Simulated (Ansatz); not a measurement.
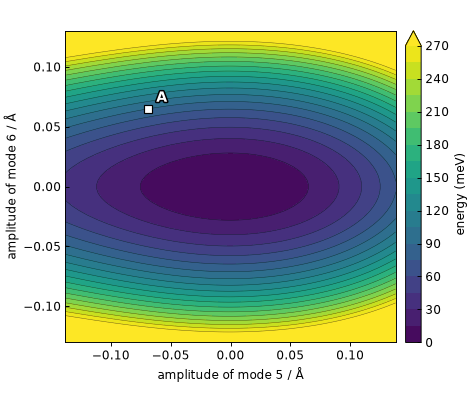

Cu (P6_3/mmc, No. 194; 2 atoms in the cell). 
- The energy is mapped over two normal modes frozen in (zone-centre modes of the 2-atom cell of this scan).
- The first coordinate is: amplitude of mode 5 (116 cm⁻¹), largest displacement; the second: amplitude of mode 6 (275 cm⁻¹), largest displacement.
- Nothing is relaxed (the cell and all other modes fixed).
- The grid has 5 × 5 points; 15 points were computed and 10 follow by symmetry.
- Points are written as (first, second).
- Energies: meV per cell, counted from the lowest grid point.
- Method: DFT LDA, scalar-relativistic, plane waves, PAW (Ansatz). Settings: cutoff 520 eV, k-mesh 21×21×12 in the order of the run's cell vectors, gaussian smearing 0.15 eV, no spin polarisation.

In the figure: filled contours, one colour for all values above the top of the scale, the point A. Between grid points the surface is interpolated.

Q: Which way does the force act at A, and how strong is it?

A: A, at (−0.069 Å, 0.065 Å), is not a stationary point. The computed force is 390 meV for each Å towards larger values of the first coordinate and 2400 meV for each Å towards smaller values of the second coordinate.

PAW datasets: the set soft_1.
